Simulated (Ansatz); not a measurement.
Geometry relaxation, with input and output: Ga$_{4}$P (part 2 of 2)

Ga$_{4}$P (Im-3m, 5 atoms in the cell); DFT PBE, scalar-relativistic, plane waves, PAW, no spin polarisation (Ansatz 0.2.0); cutoff 420 eV, 10×10×10 k-mesh, Gaussian smearing of 0.1 eV. The structure was made by a generator, so it may or may not be a known phase.

Geometry of the input (Å; fractional positions):
```
-2.9525  2.9525  2.9525
2.9525  -2.9525  2.9525
2.9525  2.9525  -2.9525
Ga 0.0000  -0.0000  0.5000
Ga 0.5000  0.0000  0.0000
Ga 0.5000  0.5000  0.5000
Ga 0.0000  0.5000  -0.0000
P  0.0000  0.0000  0.0000
```

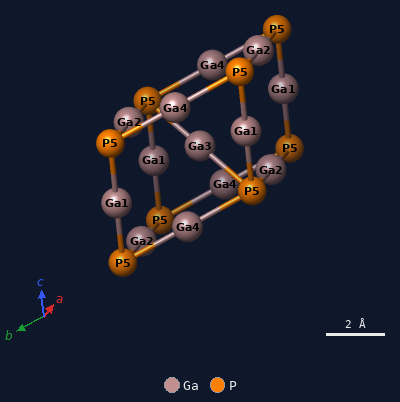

The geometry at step 3 of the log (ball-and-stick view of the cell of the calculation, seen at an oblique angle; atoms are numbered from 1 in the order of the input).

```
basis re-selected at this cell: Δ(F+E_penalty+E_count) = -6.115e-4 eV, ΔP = -0.002 GPa vs the last step (what re-selecting the basis moved, of the pressure what is left beyond the Pulay correction that the steps carried, after the strain that the cell walked since its last selection, with what the two solves' SCF thresholds leave and, on support functions, any second-order correction that the steps lacked; it is no measure of the basis error at this ecutwfc). This SCF's stress stands 1.17e-2 GPa from its target on what of the cell is left free (relax.cell.stress_tol is 5.00e-2 GPa) and its largest allowed force component is 9.49e-30 eV/Å (relax.f_tol is 1.00e-2 eV/Å): within both
SCF converged after 8 iterations
Free energy (F): -15886.475168 eV
Harris-Foulkes:  -15886.475168 eV  (|F-HF|=3.64e-12)
Internal energy: -15886.458098 eV  (E = F + TS)
E sigma→0 (E₀):  -15886.466633 eV
Entropy (-TS):   -0.017070 eV (-3.414 meV/atom)
Fermi energy:    7.887636 eV
--- Per-component energies (eV) ---
  E_band       = -230.113871
  E_kinetic    = 527.297396
  E_local      = -8011.419613  (includes V_loc(G=0)·N_el)
  E_nonlocal   = 1723.694274
  E_hartree    = 3726.913718
  E_xc         = -337.193354
  E_vxc        = -290.945199  (∫ρ·V_xc dr)
  E_paw        = -8512.837181  (= ΣΔE_a)
  E_vpaw       = -1632.567917  (= ΣTr[D̂ρ^β])
  E_aug_tail   = -0.000395  (compensation charges beyond the density's cutoff)
  E_ewald      = -5002.912944
  E_smearing   = -0.017070  (= −TS)
  E_closure    = 0.000000  (closes the sum)
  Σ components = -15886.475168   (vs F -15886.475168, Δ=0.00e0)
--- Forces (eV/Å), atoms counted from 1 ---
  atom   1  Ga     0.00000000    -0.00000000     0.00000000
  atom   2  Ga     0.00000000    -0.00000000    -0.00000000
  atom   3  Ga     0.00000000    -0.00000000    -0.00000000
  atom   4  Ga     0.00000000    -0.00000000     0.00000000
  atom   5  P     -0.00000000    -0.00000000     0.00000000
  max |Σ_I F_I| component: 2.62e-29 eV/Å
--- Stress (GPa, compression-positive) ---
        0.011709       0.000000      -0.000000
        0.000000       0.011709       0.000000
       -0.000000      -0.000000       0.011709
  P = ⅓ Tr σ = 0.0117 GPa (0.117 kbar)
--- Band table (eV; the first three rows and the last of 47) ---
  k-point 0: bands = ["-7.4181", "-7.1658", "-7.1658", "-7.0845", "-7.0845", "-7.0604", "-7.0604", "-7.0604", "-6.9833", "-6.9833", "-6.9833", "-6.9563", "-6.9563", "-6.9563", "-6.8996", "-6.8996", "-6.8996", "-6.8145", "-6.8145", "-6.8145", "-4.4482", "2.5399", "3.0016", "3.0016", "3.0016", "4.4418", "4.4418", "4.4418", "7.2306", "7.2306", "7.2306", "11.1382", "11.1382", "12.8261", "12.8261"]
  k-point 1: bands = ["-7.4026", "-7.1626", "-7.1584", "-7.0812", "-7.0797", "-7.0629", "-7.0560", "-7.0553", "-6.9879", "-6.9842", "-6.9830", "-6.9593", "-6.9562", "-6.9560", "-6.9035", "-6.9015", "-6.9012", "-6.8244", "-6.8195", "-6.8191", "-4.4112", "1.8581", "2.7297", "3.0167", "3.3619", "4.2710", "4.7256", "4.8731", "7.2261", "7.3007", "7.5684", "11.3462", "11.5024", "12.3272", "12.3515"]
  k-point 2: bands = ["-7.3598", "-7.1534", "-7.1366", "-7.0718", "-7.0704", "-7.0657", "-7.0435", "-7.0407", "-7.0019", "-6.9872", "-6.9828", "-6.9681", "-6.9549", "-6.9542", "-6.9152", "-6.9067", "-6.9057", "-6.8528", "-6.8337", "-6.8324", "-4.3056", "1.0008", "2.2976", "3.0544", "3.3373", "3.9267", "5.5438", "5.7795", "7.2551", "7.5591", "8.4112", "11.2651", "11.3817", "12.0368", "12.5104"]
  k-point 46: bands = ["-7.1436", "-7.1436", "-7.1436", "-7.1231", "-7.1231", "-7.1231", "-6.9999", "-6.9999", "-6.9999", "-6.9668", "-6.9668", "-6.9668", "-6.9666", "-6.9666", "-6.9666", "-6.9078", "-6.8880", "-6.8880", "-6.8098", "-6.8098", "-3.7262", "0.3929", "0.3929", "0.3929", "4.4214", "4.4214", "8.3524", "8.6539", "8.6539", "8.6539", "9.0766", "9.0766", "9.0766", "11.0914", "15.4333"]
--- Relaxed structure (3 steps of the walk, 3 accepted, 1 SCFs on fresh bases) ---
  F+E_penalty+E_count = -15886.47516801 eV   max|allowed force component| = 9.493e-30 eV/Å   (the final SCF, on the basis selected at the relaxed cell)
  cell:  # Å, volume = 105.4032 Å³
    - [-2.975760523055969, 2.975760523055969, 2.975760523055969]
    - [2.975760523055969, -2.975760523055969, 2.975760523055969]
    - [2.975760523055969, 2.975760523055969, -2.975760523055969]
  atoms:
    - { symbol: Ga, position: [0.0, 0.0, 0.5] }
    - { symbol: Ga, position: [0.5, 0.0, 0.0] }
    - { symbol: Ga, position: [0.5, 0.5, 0.5] }
    - { symbol: Ga, position: [0.0, 0.5, 0.0] }
    - { symbol: P, position: [-9.784719273263822e-35, 1.75037755888365e-34, 9.893438376296697e-35] }
```

**Trajectory as extended XYZ (Å, eV, eV/Å), 4 frames, from step=1 to step=4**
```
5
Lattice="-2.9525 2.9525 2.9525 2.9525 -2.9525 2.9525 2.9525 2.9525 -2.9525" Properties=species:S:1:pos:R:3:forces:R:3 step=1 energy=-15886.46802 pressure_GPa=0.94
Ga    1.4762    1.4762   -1.4762    0.0000   0.0000   0.0000
Ga   -1.4762    1.4762    1.4762    0.0000   0.0000   0.0000
Ga    1.4762    1.4762    1.4762    0.0000   0.0000   0.0000
Ga    1.4762   -1.4762    1.4762    0.0000   0.0000   0.0000
P     0.0000    0.0000    0.0000    0.0000   0.0000   0.0000
5
Lattice="-2.9675 2.9675 2.9675 2.9675 -2.9675 2.9675 2.9675 2.9675 -2.9675" Properties=species:S:1:pos:R:3:forces:R:3 step=2 energy=-15886.47385 pressure_GPa=0.33
Ga    1.4837    1.4837   -1.4837    0.0000   0.0000   0.0000
Ga   -1.4837    1.4837    1.4837    0.0000   0.0000   0.0000
Ga    1.4837    1.4837    1.4837    0.0000   0.0000   0.0000
Ga    1.4837   -1.4837    1.4837    0.0000   0.0000   0.0000
P     0.0000    0.0000    0.0000    0.0000   0.0000   0.0000
5
Lattice="-2.9758 2.9758 2.9758 2.9758 -2.9758 2.9758 2.9758 2.9758 -2.9758" Properties=species:S:1:pos:R:3:forces:R:3 step=3 energy=-15886.47456 pressure_GPa=0.01
Ga    1.4879    1.4879   -1.4879    0.0000   0.0000   0.0000
Ga   -1.4879    1.4879    1.4879    0.0000   0.0000   0.0000
Ga    1.4879    1.4879    1.4879    0.0000   0.0000   0.0000
Ga    1.4879   -1.4879    1.4879    0.0000   0.0000   0.0000
P     0.0000    0.0000    0.0000    0.0000   0.0000   0.0000
5
Lattice="-2.9758 2.9758 2.9758 2.9758 -2.9758 2.9758 2.9758 2.9758 -2.9758" Properties=species:S:1:pos:R:3:forces:R:3 step=4 energy=-15886.47517 pressure_GPa=0.01
Ga    1.4879    1.4879   -1.4879    0.0000   0.0000   0.0000
Ga   -1.4879    1.4879    1.4879    0.0000   0.0000   0.0000
Ga    1.4879    1.4879    1.4879    0.0000   0.0000   0.0000
Ga    1.4879   -1.4879    1.4879    0.0000   0.0000   0.0000
P     0.0000    0.0000    0.0000    0.0000   0.0000   0.0000
```

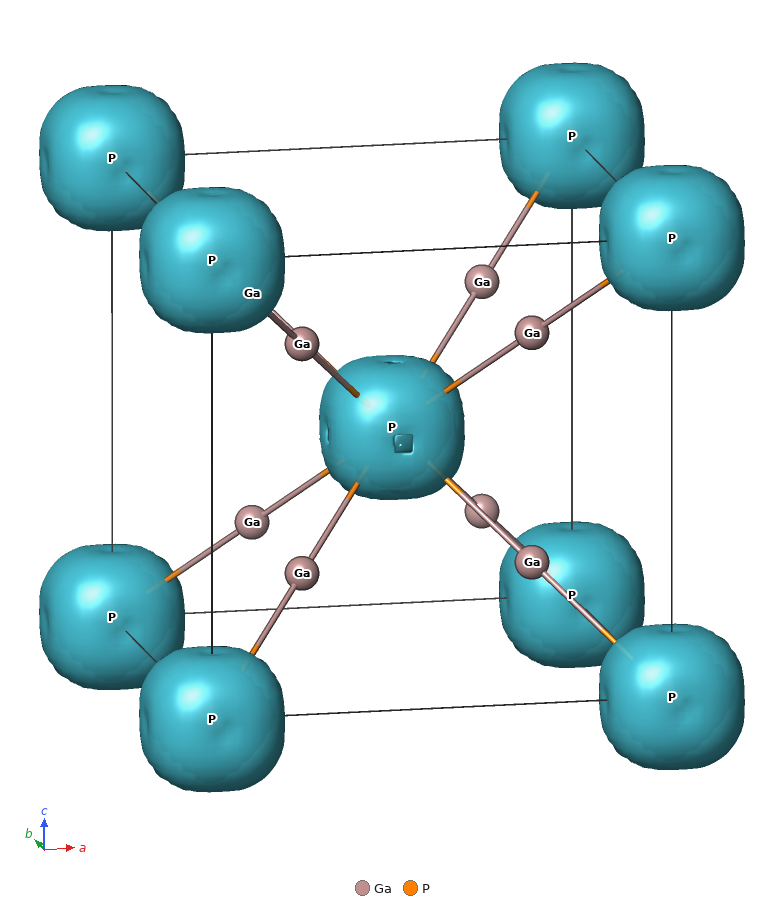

Isosurface of the ELF at 0.75 (cyan), seen slightly off an axis. Only the valence region is drawn (cores and ρ < 0.01 e/Å³ removed). Sticks mark near contacts. The outline is the cell set on symmetry axes. Profiles from the grid: Ga–P (2.58 Å): the ELF peaks at about 0.85 in the valence shell of P, 0.8 Å from its nucleus, and drops to about 0.30 between the two atoms. The fields are those of the smooth PAW valence density.

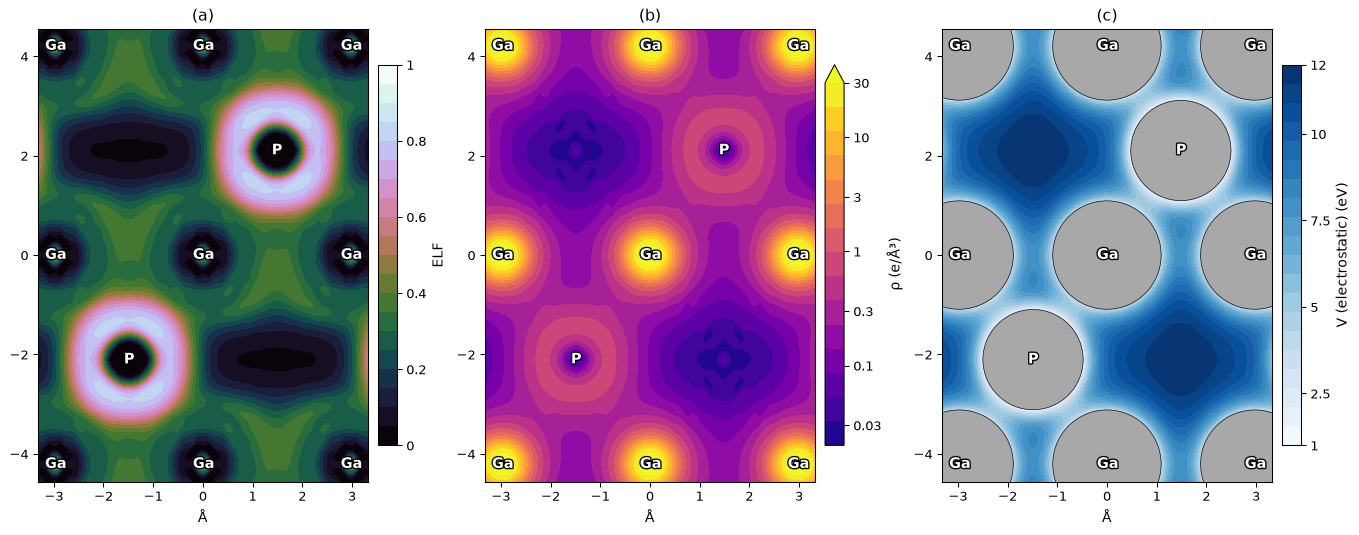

(a) electron localisation function; (b) valence electron density; (c) electrostatic potential (local pseudopotential plus Hartree) felt by an electron on the (101) plane of the conventional cell. Grey discs, where drawn, cover atomic cores. Atoms in the plane: Ga and P. Ga–P (2.58 Å): ρ is about 0.34 e/Å³ halfway; the ELF peaks at about 0.85 in the valence shell of P, 0.8 Å from its nucleus, and drops to about 0.30 between the two atoms. Away from the nuclei the density in this plane falls to 0.02 e/Å³ at its lowest. The strong features right at Ga lie inside the PAW spheres (semicore, d or f shells) and say nothing about bonding. Outside the cores the potential energy rises away from the atoms and is highest about 2.4 Å from the nearest atoms; outside the discs it spans about 11 eV, and its zero is arbitrary.
